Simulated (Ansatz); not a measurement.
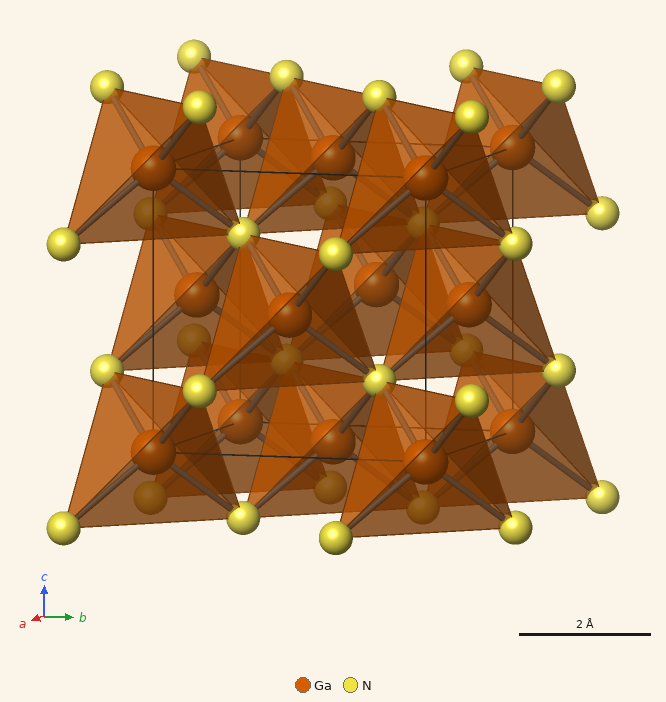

Fig. 1: The structure (polyhedral view of the cell 4 times as large as that of the calculation, set on its symmetry axes, seen slightly off an axis; polyhedra are completed across the faces of the cell).

## Run report: GaN, phonon calculation

The run: phonon calculation of GaN (2 atoms in the cell). Method and program: DFT PBEsol, scalar-relativistic, plane waves, PAW, no spin polarisation (Ansatz 0.2.0).

The structure derives from a Materials Project entry. It belongs to a series of runs on one base structure; here: zone-centre phonons at 20 GPa.

## The input
```yaml
crystal:
  lattice:
    - [0.0, 2.1842779549, 2.1842779549]
    - [2.1842779549, 0.0, 2.1842779549]
    - [2.1842779549, 2.1842779549, 0.0]
  atoms:
    - { symbol: Ga, position: [0.0, 0.0, 0.0] }
    - { symbol: "N", position: [0.75, 0.75, 0.75] }
basis:
  ecutwfc: 420
kpoints:
  mp_grid: { grid: [10, 10, 10] }
hamiltonian:
  xc: pbesol
scf:
  occupations: { method: fixed }
output:
  eigenvalues: true
phonons:
  method: dfpt
  dielectric: true
  rigid_motions: translations
  eigenvectors: true
```

Run on 1 thread of Intel Xeon @ 2.50GHz (Skylake/Cascade Lake), 189 GiB of memory available, shared host.

Launched with:
```bash
ansatz run input.yaml --threads 1 --pin off --max-ram 3072MiB --backend cpu --events-out ev --progress --plain --runs-dir out
```

## Log
```
Engine: ansatz 0.2.0, x86_64-unknown-linux-gnu
Pseudopotentials: kind: paw
Pseudopotential: Ga, paw, valence charge 13, recommended cutoff 420 eV (normal), Ga.paw.azcp
Pseudopotential: N, paw, valence charge 5, recommended cutoff 420 eV (normal), N.paw.azcp
Functional definition: PBEsol
  exchange = pbesol_x
  correlation = pbesol_c
Crystal: 2 atoms, lattice volume = 20.843 Å³
Basis set: ecut = 420 eV, 411 PW (Γ), exchange–correlation on 48×48×48 points (8 copies of the dense FFT grid, shifted against one another)
Bands: 13, of which v1, the nominal top of the filled ones, is band 9 counted from 1 (8 counted from 0)
Symmetry: 24 space group operations
k-points: 171 of 1000 (irreducible under 4 space group operations, time reversal used)
Non-local potential: Ga, projectors of the file, l = 0: 2, l = 1: 2, l = 2: 3, l = 3: 1
Non-local potential: N, projectors of the file, l = 0: 2, l = 1: 2, l = 2: 1
PAW form: soft (Blöchl's): semilocal exchange-correlation on the pseudo side does not see the compensation charge
PAW frozen core: Ga, regenerated for the run's functional, and the local potential with it (the file was generated under x = pbe(κ = 0.804, μ = 0.2195149727645171), c = pbe(β = 0.06672455060314922))
PAW frozen core: N, regenerated for the run's functional, and the local potential with it (the file was generated under x = pbe(κ = 0.804, μ = 0.2195149727645171), c = pbe(β = 0.06672455060314922))
PAW one-centre angular grid: Ga, 590 points (default); XC on 64 Gauss nodes
PAW one-centre angular grid: N, 110 points (default); XC on 64 Gauss nodes
Initial density: superposition of atomic densities (neutral atoms: chi_scale 0, normalization atom), corrected by the library's trained network
Initial wavefunctions: pseudopotential atomic-orbital guess
Functional: x = pbesol(κ = 0.804, μ = 0.12345679012345678), c = pbesol(β = 0.046)
SCF iter   1: F=—  HF=-4122.733118 eV  |F-HF|=—  |Δ(HF+E_count)|=         —  Δρ=1.19e-2  dr2=2.74e-2  ethr=1.77e-3  ⟨swp⟩=4.6  Hψ=10416  notcnv=0  defer=264
preconditioner: auto → none  [insulator: Δε(μ)=2.170 eV  Ē_g=19.376 eV  n_scr=8 (ndim 8)  ℏωp=34.5 eV  f_vac=0.000  ε∞_Penn≈4.2]
SCF iter   2: F=—  HF=-4122.726003 eV  |F-HF|=—  |Δ(HF+E_count)|=   7.11e-3  Δρ=4.46e-3  dr2=3.48e-3  ethr=1.52e-4  ⟨swp⟩=2.3  Hψ=4641  notcnv=0  defer=340
SCF iter   3: F=—  HF=-4122.724942 eV  |F-HF|=—  |Δ(HF+E_count)|=   1.06e-3  Δρ=5.58e-4  dr2=3.13e-5  ethr=1.93e-5  ⟨swp⟩=2.1  Hψ=3080  notcnv=0  defer=340
SCF iter   4: F=—  HF=-4122.724942 eV  |F-HF|=—  |Δ(HF+E_count)|=   1.66e-7  Δρ=2.99e-4  dr2=6.14e-6  ethr=1.74e-7  ⟨swp⟩=2.5  Hψ=3653  notcnv=0  defer=2
SCF iter   5: F=—  HF=-4122.724944 eV  |F-HF|=—  |Δ(HF+E_count)|=   2.27e-6  Δρ=2.16e-5  dr2=2.42e-8  ethr=3.41e-8  ⟨swp⟩=2.6  Hψ=3644  notcnv=0
SCF iter   6: F=—  HF=-4122.724944 eV  |F-HF|=—  |Δ(HF+E_count)|=   2.12e-7  Δρ=3.37e-6  dr2=9.30e-10  ethr=1.34e-10  ⟨swp⟩=2.5  Hψ=3817  notcnv=0
SCF iter   7: F=-4122.724944 eV  HF=-4122.724944 eV  |F-HF|=0.00e0  |Δ(HF+E_count)|=  4.66e-10  Δρ=2.83e-7  dr2=6.76e-12  ethr=1.00e-12  ⟨swp⟩=5.8  Hψ=9566  notcnv=0
SCF 1 converged in 7 iterations: F = -4122.724944 eV  dr2 = 6.76e-12
  greatest PAW one-centre occupation: 0.995 electrons in one spin orbital (limit 2), on the Ga atom at site 0 (counted from 0), in its partial waves of l = 2
NSCF: frozen V_eff on 2 k-points
DFPT response loops at Γ: preconditioner auto → none (the input reference at scf.mixing.eps_inf says where Resta's filter doesn't serve); β = 0.50; Broyden in place of MSR1
── the response to a field inside a basis, on 10×10×10 k-points: an SCF that follows is theirs, and a resumed run solves both again ──
Bands: 10, of which v1, the nominal top of the filled ones, is band 9 counted from 1 (8 counted from 0)
k-points: 110 of 1000 (irreducible under 6 space group operations, time reversal used)
Initial density: handed on by an earlier stage of this run
Initial wavefunctions: pseudopotential atomic-orbital guess (no wavefunctions were taken with the density)
Eigensolver: Dense (110 Hₖ)
SCF iter   1: F=—  HF=-4122.728498 eV  |F-HF|=—  |Δ(HF+E_count)|=         —  Δρ=6.70e-4  dr2=1.76e-5  ethr=1.00e-1
preconditioner: auto → none  [insulator: Δε(μ)=2.551 eV  Ē_g=15.727 eV  n_scr=8 (ndim 8)  ℏωp=34.5 eV  f_vac=0.000  ε∞_Penn≈5.8]
SCF iter   2: F=—  HF=-4122.728504 eV  |F-HF|=—  |Δ(HF+E_count)|=   6.76e-6  Δρ=3.70e-4  dr2=7.91e-6  ethr=9.76e-8
SCF iter   3: F=—  HF=-4122.728509 eV  |F-HF|=—  |Δ(HF+E_count)|=   4.86e-6  Δρ=1.39e-4  dr2=3.35e-6  ethr=4.40e-8
SCF iter   4: F=-4122.728508 eV  HF=-4122.728508 eV  |F-HF|=1.36e-11  |Δ(HF+E_count)|=   1.59e-6  Δρ=1.66e-5  dr2=2.16e-8  ethr=1.86e-8
SCF 1 converged in 4 iterations: F = -4122.728508 eV  dr2 = 2.16e-8
DFPT response loops at Γ: mixed as the last ones told, above
WARN: field response: ε∞ stands inside a basis, on 10×10×10 points; the force constants stand on the 10×10×10 k-mesh, whose period is 13.84 times the interband length at k = (0.0000, 0.0000, 0.0000), direct gap 2.257 eV, under 14: take them and everything formed from them as unconverged, and compare with a denser kpoints.mp_grid
SCF converged after 7 iterations
Free energy (F): -4122.724944 eV
Harris-Foulkes:  -4122.724944 eV  (|F-HF|=0.00e0)
Internal energy: -4122.724944 eV  (E = F + TS)
E sigma→0 (E₀):  -4122.724944 eV
Fermi energy:    11.009610 eV
--- Per-component energies (eV) ---
  E_band       = 15.282634
  E_kinetic    = 250.571922
  E_local      = -1875.709691  (includes V_loc(G=0)·N_el)
  E_nonlocal   = 475.753201
  E_hartree    = 868.269555
  E_xc         = -129.194521
  E_vxc        = -135.803962  (∫ρ·V_xc dr)
  E_paw        = -2075.563468  (= ΣΔE_a)
  E_vpaw       = -436.067748  (= ΣTr[D̂ρ^β])
  E_aug_tail   = -0.000156  (compensation charges beyond the density's cutoff)
  E_ewald      = -1637.742864
  E_core_change = 0.891077  (= ΣΔE_core)
  E_smearing   = -0.000000  (= −TS)
  E_closure    = -0.000000  (closes the sum)
  Σ components = -4122.724944   (vs F -4122.724944, Δ=0.00e0)
--- Band table (eV; the first three rows and the last of 171) ---
  k-point 0: bands = ["-5.7684", "-2.6097", "-2.6097", "-2.6097", "-2.1832", "-2.1832", "11.0096", "11.0096", "11.0096", "13.2668", "21.7951", "21.7951", "21.7951"]
  k-point 1: bands = ["-5.6361", "-2.5919", "-2.5919", "-2.5774", "-2.1852", "-2.1852", "9.9237", "10.8881", "10.8881", "14.0672", "21.2904", "21.9792", "21.9792"]
  k-point 2: bands = ["-5.2916", "-2.5506", "-2.5506", "-2.4307", "-2.1842", "-2.1842", "7.9818", "10.5892", "10.5892", "15.1593", "20.4860", "22.2569", "22.2569"]
  k-point 170: bands = ["-4.3267", "-2.4438", "-2.3717", "-2.1937", "-2.1678", "-0.1777", "4.7390", "6.5243", "7.6807", "17.4031", "19.9041", "21.4877", "23.1505"]
--- Phonons (Γ-DFPT): 2 representative perturbations + reference, on 171 of 1000 k-points (Σ response iterations 6) ---
  k mesh reduced under 4 symmetry operations, with k and −k counted as one. Each operation leaves every solved perturbation unchanged. A smaller set is not considered because the run solves the response to a homogeneous field
  ASR residual: 6.083e-5 → 0.000e0 eV/Å²; symmetrization residual: 5.019e-7 eV/Å²
  ASR residual per site (eV/Å²): 1.81e-5 6.08e-5
  Γ frequencies (cm⁻¹): 0.00 0.00 0.00 611.08 611.08 611.08
  ε∞ (high-frequency dielectric tensor):
        5.562358    -0.000000    -0.000000
       -0.000000     5.562358     0.000000
       -0.000000     0.000000     5.562358
  ε⁰ (static dielectric tensor: ions relaxed, cell fixed):
        9.264137    -0.000000    -0.000000
       -0.000000     9.264137    -0.000000
       -0.000000    -0.000000     9.264137
  ε⁰ − ε∞ (ionic part):
        3.701780    -0.000000     0.000000
       -0.000000     3.701780    -0.000000
        0.000000    -0.000000     3.701780
  softest optical mode at Γ: 611.08 cm⁻¹; the repairs (sum rule, projections) moved no ω² at Γ by more than (1.11 cm⁻¹)²
  Born effective charges Z* (e; rows j = field, columns β = displacement):
    site 0:
         2.61331   -0.00000    0.00000
        -0.00000    2.61331    0.00000
        -0.00000    0.00000    2.61331
    site 1:
        -2.61331    0.00000   -0.00000
         0.00000   -2.61331   -0.00000
         0.00000   -0.00000   -2.61331
  Z* charge neutrality: 9.717e-4 e pre-enforcement
  solved inside a basis spanned on kpoints, on 10×10×10 k-points, its susceptibility summed on 14×14×14: ε∞ is read to err by 1.5e-2, Z* by 1.4e-2 e (field_mesh: kpoints solves on kpoints); Z* is corrected for what the basis lacks
  optical modes at Γ without the LO–TO term, one row a degenerate level:
      ω (cm⁻¹)  modes    IR ((D/Å)²/amu)
        611.08      3            40.5253
  optical modes at Γ + LO–TO along q̂ = [1.0000, 0.0000, 0.0000]:
      ω (cm⁻¹)  modes    IR ((D/Å)²/amu)
        611.08      2            27.0168
        788.63      1            13.5084
  optical modes at Γ + LO–TO along q̂ = [0.0000, 1.0000, 0.0000]:
      ω (cm⁻¹)  modes    IR ((D/Å)²/amu)
        611.08      2            27.0168
        788.63      1            13.5084
  optical modes at Γ + LO–TO along q̂ = [0.0000, 0.0000, 1.0000]:
      ω (cm⁻¹)  modes    IR ((D/Å)²/amu)
        611.08      2            27.0168
        788.63      1            13.5084
```

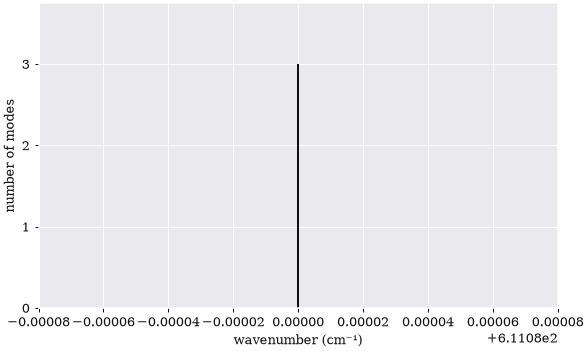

Fig. 2: Optical phonons at the zone centre (no LO–TO term); neighbouring modes closer than 3 cm⁻¹ are counted in one stick. 3 modes from 611 to 611 cm⁻¹, none imaginary.

## Results in brief

| quantity | value |
| --- | --- |
| outcome | converged |
| space group (tolerance 0.01 Å) | F-43m (216) |
| electrons treated | 18 |
| free energy | −4122.7249 eV |
| Fermi energy | 11.010 eV |
| gap on the k-point mesh | 2.26 eV |
| ε∞ (xx, yy, zz) | 5.56, 5.56, 5.56 |
| Born charges (mean of the diagonal) | Ga1 (2.61 e); N2 (−2.61 e) |
| wall time | 2.2 min |
| peak memory | 0.55 GiB |

## Notes

Warnings of the run: the k-point mesh is coarse for the field response.
